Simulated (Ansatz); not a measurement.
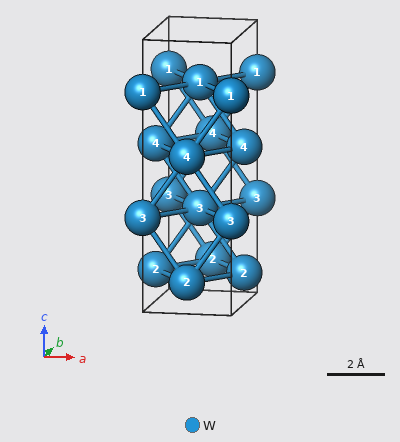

Fig. 1: The input geometry (ball-and-stick view of the cell 2 times as large as that of the calculation, set on its symmetry axes, seen slightly off an axis; atoms are numbered from 1 in the order of the input). Near neighbours in the crystal (not all of them lie inside the picture): W has 6 W at 2.76 Å; W has 8 W at 2.76 Å.

**Single-point calculation of W**

- system: W (4 atoms in the cell)
- method: DFT PBE, scalar-relativistic, plane waves, PAW, no spin polarisation (Ansatz 0.2.0)

The structure derives from an entry of the Crystallography Open Database. It belongs to a series of runs on one base structure; here: the crystal opened by +0.75 A across the cut. Figures and captions count atoms from 1; the log counts them from 0 in places.

Input:
```yaml
crystal:
  lattice:
    - [-1.5917793224, 1.5917793224, -1.5917793224]
    - [-1.5917793224, -1.5917793224, 1.5917793224]
    - [0.0, 6.8974473756, 6.8974473756]
  atoms:
    - { symbol: W, position: [0.0, 0.0, 0.8077231076] }
    - { symbol: W, position: [0.5, 0.5, 0.1153890154] }
    - { symbol: W, position: [0.0, 0.0, 0.3461670461] }
    - { symbol: W, position: [0.5, 0.5, 0.5769450768] }
basis:
  ecutwfc: 420
kpoints:
  mp_grid: { grid: [22, 22, 7] }
hamiltonian:
  xc: pbe
scf:
  occupations: { method: gaussian, width: 0.15 }
output:
  forces: true
  stress: true
  eigenvalues: true
  write_density: true
  write_potential: true
  elf: true
  volumetric_format: npy
```

Command:
```bash
ansatz run input.yaml --threads 2 --pin off --max-ram 5120MiB --backend cpu --events-out ev --progress --plain --runs-dir out
```

The program's output:
```
Engine: ansatz 0.2.0, x86_64-unknown-linux-gnu
Pseudopotentials: kind: paw
Pseudopotential: W, paw, valence charge 14, recommended cutoff 420 eV (normal), W.paw.azcp
Functional definition: PBE
  parameter kappa = 0.804
  parameter beta = 0.06672455060314922
  exchange = pbe_x(kappa = kappa, mu = beta*pi^2/3)
  correlation = pbe_c(beta = beta)
Crystal: 4 atoms, lattice volume = 69.906 Å³
Basis set: ecut = 420 eV, 1375 PW (Γ), exchange–correlation on 40×40×144 points (8 copies of the dense FFT grid, shifted against one another)
Bands: 34, of which v1, the nominal top of the filled ones, is band 28 counted from 1 (27 counted from 0)
Symmetry: 8 space group operations
Space group: Cmme (ITA 67), of the structure as read, at distance tolerance 4.1e-5 Å
k-points: 532 of 3388
Non-local potential: W, projectors of the file, l = 0: 3, l = 1: 2, l = 2: 2, l = 3: 1
PAW form: soft (Blöchl's): semilocal exchange-correlation on the pseudo side does not see the compensation charge
PAW one-centre angular grid: W, 590 points (default); XC on 64 Gauss nodes
Initial density: superposition of atomic densities (neutral atoms: chi_scale 0, normalization atom), corrected by the library's trained network
Initial wavefunctions: pseudopotential atomic-orbital guess
Functional: x = pbe(κ = 0.804, μ = 0.2195149727645171), c = pbe(β = 0.06672455060314922)
SCF iter   1: F=—  HF=-41538.145644 eV  |F-HF|=—  |Δ(HF+E_count)|=         —  Δρ=4.06e-3  dr2=3.59e-2  ethr=1.77e-3  ⟨swp⟩=4.6  Hψ=69339  notcnv=0
preconditioner: auto → Kerker (q_TF=auto, 2.629 Å⁻¹)  [metal: Δε(μ)=0.004 eV  Ē_g=4.858 eV  σ=0.150 eV  W_gap=0.02  n_scr=20 (ndim 8)  ℏωp=21.8 eV  f_vac=0.000  D(μ)=2.03/eV (n_scr^D=6)]
SCF iter   2: F=—  HF=-41538.143948 eV  |F-HF|=—  |Δ(HF+E_count)|=   1.70e-3  Δρ=2.30e-3  dr2=1.19e-2  ethr=6.41e-5  ⟨swp⟩=1.0  Hψ=22386  notcnv=0
SCF iter   3: F=—  HF=-41538.143338 eV  |F-HF|=—  |Δ(HF+E_count)|=   6.09e-4  Δρ=2.91e-4  dr2=7.55e-5  ethr=2.12e-5  ⟨swp⟩=1.8  Hψ=18892  notcnv=0
SCF iter   4: F=—  HF=-41538.143317 eV  |F-HF|=—  |Δ(HF+E_count)|=   2.12e-5  Δρ=6.37e-5  dr2=2.00e-5  ethr=1.35e-7  ⟨swp⟩=2.0  Hψ=24286  notcnv=0
SCF iter   5: F=—  HF=-41538.143315 eV  |F-HF|=—  |Δ(HF+E_count)|=   1.53e-6  Δρ=2.08e-5  dr2=1.14e-6  ethr=3.58e-8  ⟨swp⟩=1.8  Hψ=18349  notcnv=0
SCF iter   6: F=-41538.143315 eV  HF=-41538.143315 eV  |F-HF|=7.83e-8  |Δ(HF+E_count)|=   1.45e-7  Δρ=4.62e-6  dr2=8.77e-8  ethr=1.79e-10  ⟨swp⟩=12.2  Hψ=124163  notcnv=0
SCF 1 converged in 6 iterations: F = -41538.143315 eV  dr2 = 8.77e-8
  greatest PAW one-centre occupation: 1.000 electrons in one spin orbital (limit 2), on the W atom at site 1 (counted from 0), in its partial waves of l = 0
SCF converged after 6 iterations
Free energy (F): -41538.143315 eV
Harris-Foulkes:  -41538.143315 eV  (|F-HF|=7.83e-8)
Internal energy: -41538.120436 eV  (E = F + TS)
E sigma→0 (E₀):  -41538.131876 eV
Entropy (-TS):   -0.022879 eV (-5.720 meV/atom)
Fermi energy:    20.164068 eV
--- Per-component energies (eV) ---
  E_band       = -457.086940
  E_kinetic    = 1789.355133
  E_local      = -3017.672181  (includes V_loc(G=0)·N_el)
  E_nonlocal   = 1.861977
  E_hartree    = 1108.998381
  E_xc         = -1063.534019
  E_vxc        = -949.569979  (∫ρ·V_xc dr)
  E_paw        = -34249.208427  (= ΣΔE_a)
  E_vpaw       = -499.050150  (= ΣTr[D̂ρ^β])
  E_aug_tail   = -0.000244  (compensation charges beyond the density's cutoff)
  E_ewald      = -6107.921056
  E_smearing   = -0.022879  (= −TS)
  E_closure    = 0.000000  (closes the sum)
  Σ components = -41538.143315   (vs F -41538.143315, Δ=0.00e0)
--- Forces (eV/Å), atoms counted from 1 ---
  atom   1  W      0.00000000     1.14081006     1.14081006
  atom   2  W      0.00000000    -1.14081006    -1.14081006
  atom   3  W      0.00000000    -0.21946698    -0.21946698
  atom   4  W      0.00000000     0.21946698     0.21946698
  max |Σ_I F_I| component: 2.22e-16 eV/Å
--- Stress (GPa, compression-positive) ---
       -8.134398       0.000000      -0.000000
        0.000000     -12.369143      -4.773121
       -0.000000      -4.773121     -12.369143
  P = ⅓ Tr σ = -10.9576 GPa (-109.576 kbar)
--- Band table (eV; the first three rows and the last of 532) ---
  k-point 0: bands = ["-53.9871", "-53.9772", "-53.9072", "-53.8512", "-18.7125", "-18.4186", "-18.1008", "-17.9425", "-17.8336", "-17.7200", "-17.6958", "-17.6174", "-17.6011", "-17.5980", "-17.5937", "-17.5926", "11.0216", "12.8654", "13.4402", "14.2022", "16.8808", "17.5103", "17.5570", "18.1411", "18.7338", "18.8067", "18.9171", "19.4406", "20.2950", "21.1895", "21.7825", "21.9801", "22.2353", "22.2607"]
  k-point 1: bands = ["-53.9867", "-53.9776", "-53.9071", "-53.8512", "-18.7079", "-18.4314", "-18.0889", "-17.9419", "-17.8353", "-17.7182", "-17.6994", "-17.6181", "-17.6011", "-17.5981", "-17.5936", "-17.5926", "11.0577", "12.6703", "13.6097", "14.1999", "16.8861", "17.5339", "17.5523", "18.1723", "18.7631", "18.7930", "18.9114", "19.4603", "20.1534", "21.0964", "21.7929", "21.9868", "22.2493", "22.2614"]
  k-point 2: bands = ["-53.9857", "-53.9788", "-53.9068", "-53.8513", "-18.6965", "-18.4592", "-18.0638", "-17.9407", "-17.8389", "-17.7143", "-17.7081", "-17.6197", "-17.6011", "-17.5981", "-17.5936", "-17.5927", "11.1540", "12.3580", "13.8532", "14.1897", "16.8988", "17.4864", "17.6601", "18.2413", "18.7581", "18.8480", "18.9001", "19.5089", "19.8201", "20.9127", "21.8183", "21.9882", "22.2320", "22.3065"]
  k-point 531: bands = ["-53.8708", "-53.8692", "-53.7966", "-53.7533", "-18.7743", "-18.6802", "-18.5564", "-18.4835", "-18.3906", "-18.3634", "-18.2760", "-18.2350", "-18.1244", "-18.0235", "-17.9299", "-17.6789", "14.5344", "14.8163", "14.9633", "15.3681", "15.5421", "15.8672", "17.3033", "18.4093", "18.5504", "19.7221", "20.3674", "21.3731", "21.5627", "22.0652", "22.9737", "23.3436", "23.3671", "25.2331"]
```

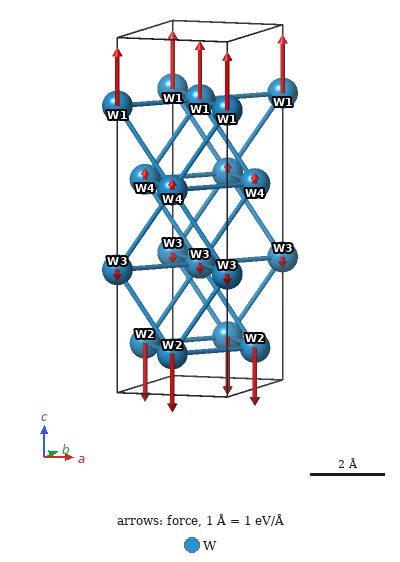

Fig. 2: Forces on the atoms as red arrows (ball-and-stick view of the cell 2 times as large as that of the calculation, set on its symmetry axes, seen slightly off an axis; atoms are numbered from 1 in the order of the input). The largest act on W1, W2 (1.61 eV/Å). The geometry is not a stationary point of this energy.

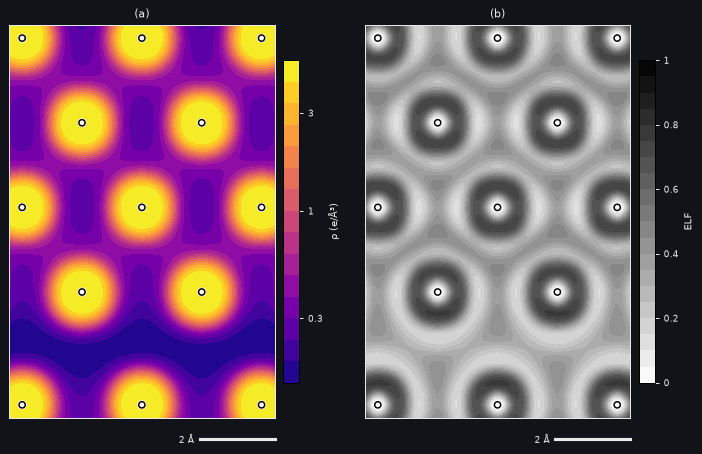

Fig. 3: (a) valence charge density (pseudo); (b) ELF on the (010) plane of the conventional cell. Circles mark the nuclei in the plane (W). Atoms in the plane: W. Away from the nuclei the density in this plane falls to 0.15 e/Å³ at its lowest. The strong features right at W lie inside the PAW spheres (semicore, d or f shells) and say nothing about bonding. In a PAW calculation such maps are meaningful between the atoms, not at the nuclei.

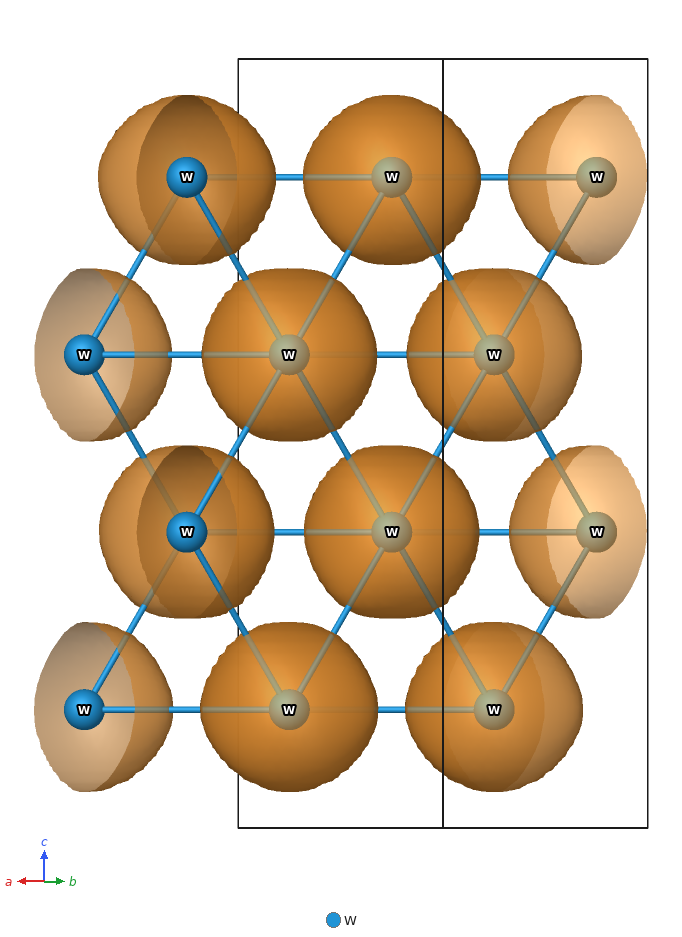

Fig. 4: Isosurface of the valence electron density at 0.5 e/Å³ (orange), seen along [110]. Sticks mark near contacts. The outline is the cell set on symmetry axes. At this value the density breaks into separate islands; it holds about 75 % of the electrons treated as valence (semicore included). It is pinched off along the W–W (2.76 Å) contacts. On the grid the lowest density along these lines, outside the cores, is 0.4 e/Å³ (W–W, 2.76 Å).

Results in brief:

```tsv
quantity	value
outcome	converged
space group (tolerance 0.01 Å)	Cmme (67)
electrons treated	56
free energy	−41538.1433 eV
Fermi energy	20.164 eV
gap on the k-point mesh	none (metallic)
pressure	−10.96 GPa
largest force (length of the vector)	1.613 eV/Å
hardware	2 threads of AMD EPYC (Zen 2), 12 GiB of memory available, shared host
wall time	27 s (CPU time 53 s)
peak memory	1 GiB
```

Spin–orbit coupling is left out, which matters for W. The cell is under a tension of 11.0 GPa at this level, so it is not at its equilibrium volume.
